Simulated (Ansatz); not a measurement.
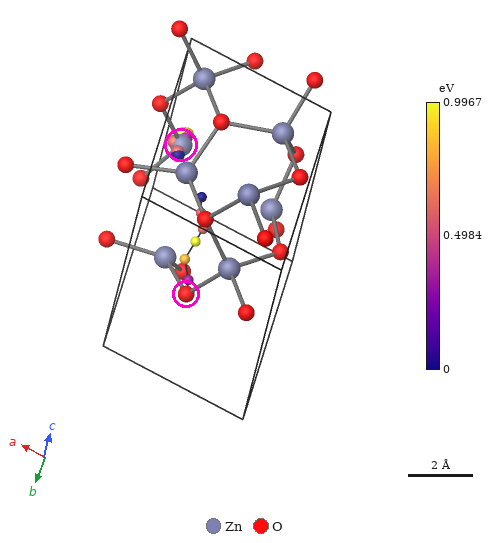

A nudged-elastic-band calculation for a defect cell of composition Zn8O7 (cell charge +2) with an O vacancy (15 atoms in the cell). Images are numbered from 0 (start) to 6 (end). The start is drawn whole; smaller spheres mark the moving atoms (Zn, O) in the later images, joined by lines and coloured by the energy of the image relative to the start. The picture is a ball-and-stick view of the reduced simulation cell (origin moved), seen from a free direction. The atoms that move most are ringed. Lengths and directions refer to the drawn axes. Bonds to atoms that aren't drawn are left out.

Level of theory: DFT PBE, scalar-relativistic, plane waves, PAW in Ansatz. Set-up: plane-wave cutoff 420 eV; k-point mesh 4 × 4 × 4; Gaussian smearing 0.05 eV; 5 movable images; no climbing image; force threshold 0.05 eV/Å; iteration limit 60.

Question: What moves, how far, and at what cost in energy?

Answer: An O atom travels furthest, 3.25 Å from end to end, roughly along [0 −3 1], on a path that bends up to 0.43 Å away from the straight line. At the highest image its nearest neighbour (Zn) is 1.90 Å away, against 1.94 Å at the start, and the surrounding atoms stand up to 0.61 Å off the mean of their end positions. The two ends have the same energy, and the highest point, image 3, lies 1.00 eV above the start. The band converged in 12 iterations. The largest component of the band force went from 22 to 0.031 eV/Å. No image climbed, so the highest image needn't lie on the saddle point, and the true maximum along this path can be higher.

Limits of the set-up: the periodic images lie only 6.2 Å apart, so the values are limited by the cell's size; the cell is charged, on a uniform background, and energies carry no finite-size correction.

The run took 17 min on 4 threads of Intel(R) Xeon(R) Platinum 8259CL CPU @ 2.50GHz (Skylake/Cascade Lake), on a shared host, peak memory 2.5 GiB.
